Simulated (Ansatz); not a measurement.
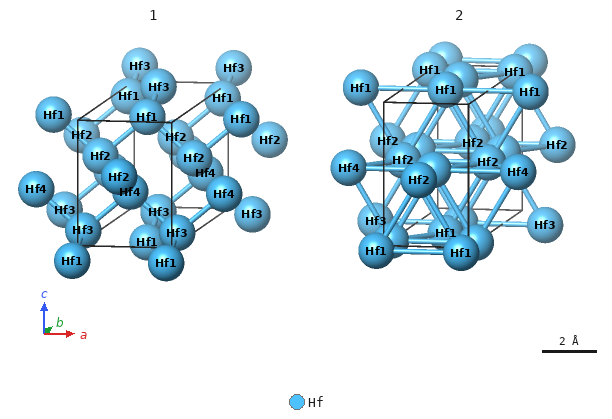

Two geometries of solid Hf (built on the black phosphorus_64 type) (coarse preliminary run), drawn at one scale. One is the start of a relaxation, the other its converged end. A ball-and-stick model of the conventional cell (2 times the calculation's cell), seen slightly off an axis. Lengths and directions refer to the drawn axes.

Theory: DFT r2SCAN, scalar-relativistic, plane waves, PAW in Ansatz. Settings: plane-wave cutoff 500 eV; k-point mesh 6 × 6 × 4; occupations gaussian; smearing width 0.1 eV; no spin polarisation; cell and atoms relaxed; force threshold 0.04 eV/Å; at most 70 steps.

Which of the two is the end point?

Answer. Structure 2 is the relaxed one. Case: black phosphorus type (Cmce, No. 64). The largest moves relative to the cell, 0.63 Å, are those of Hf1, Hf2, Hf3 and Hf4. Hf1 goes along [0 −1 2]. Cell: a 3.540 → 3.195 Å (−9.8 %), b 11.230 → 10.688 Å (−4.8 %), c 4.685 → 5.358 Å (+14.4 %). Volume −1.8 %. Some distances before and after: Hf1–Hf3 3.937 → 2.915 Å, Hf1–Hf2 2.320 → 3.119 Å, Hf1–Hf3 (another image) 2.357 → 2.906 Å, Hf1–Hf2 (another image) 3.644 → 3.119 Å. New bonds form: Hf1–Hf3 (3.94 → 2.91 Å), Hf2–Hf4 (3.94 → 2.91 Å). Bond angles that change, for instance: Hf2–Hf1–Hf2 99.5° → 61.6°, Hf2–Hf1–Hf3 103.4° → 90.0°. The space group (tolerance 0.01 Å) goes from Cmce (No. 64) to Fmmm (No. 69). The energy falls by 10.904 eV per cell of the calculation in 8 accepted moves (9 points after the start). Largest force component: 5.2 eV/Å at the start, 0.0095 eV/Å at the end. The pressure goes from 20.10 to −0.06 GPa. The SCF was repeated once at an unchanged geometry on a basis and grid sized afresh for the cell, which shifted the energy by 0.8 meV per cell of the calculation at most.
